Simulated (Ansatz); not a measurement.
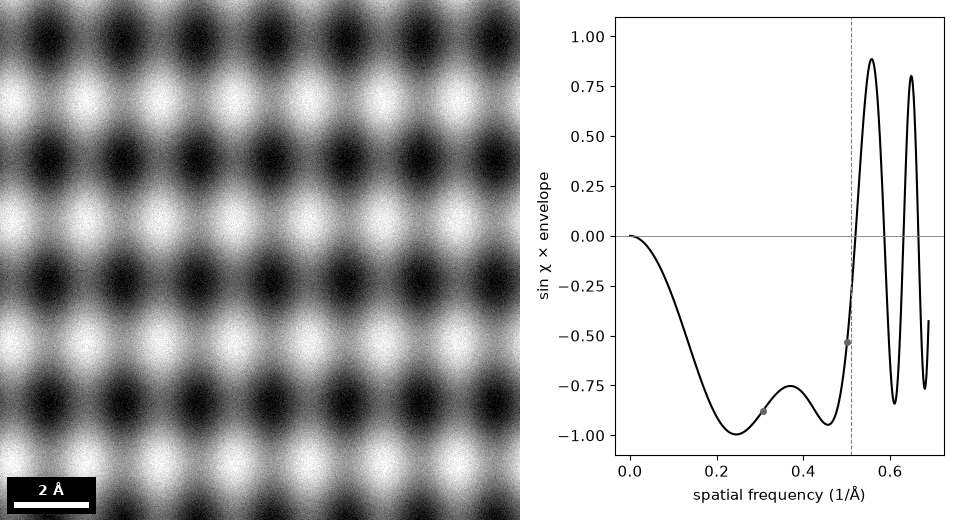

Phase-contrast TEM-like image of Mo (Fd-3m, No. 227) along [211]. Simulated in the weak-phase-object approximation with neutral-atom potentials: 200 kV, Cs = 0.50 mm, defocus −425 Å (negative is underfocus), defocus spread 20 Å, aperture 0.51 1/Å. Shot noise was added. Structure used: the input geometry of a calculation; the starting structure was generated, so it need not be a known form of this composition.

The plot gives the contrast transfer function, the aperture (dashed) and the crystal's spatial frequencies that carry visible contrast (dots).

Do the atom columns appear dark or bright, and why?

Answer. Dark. With positive Cs and underfocus sin χ is negative over the pass band, so the strongest columns (Mo) come out darker than the background.

What point resolution do these settings give, and which lattice spacings pass?

Answer. About 2.0 Å (0.66 |Cs|^(1/4) λ^(3/4) with λ = 0.0251 Å). The spacings that carry visible contrast are {111} at 3.26 Å, {220} at 2.00 Å. Columns 0.82 Å apart are closer than that and merge.
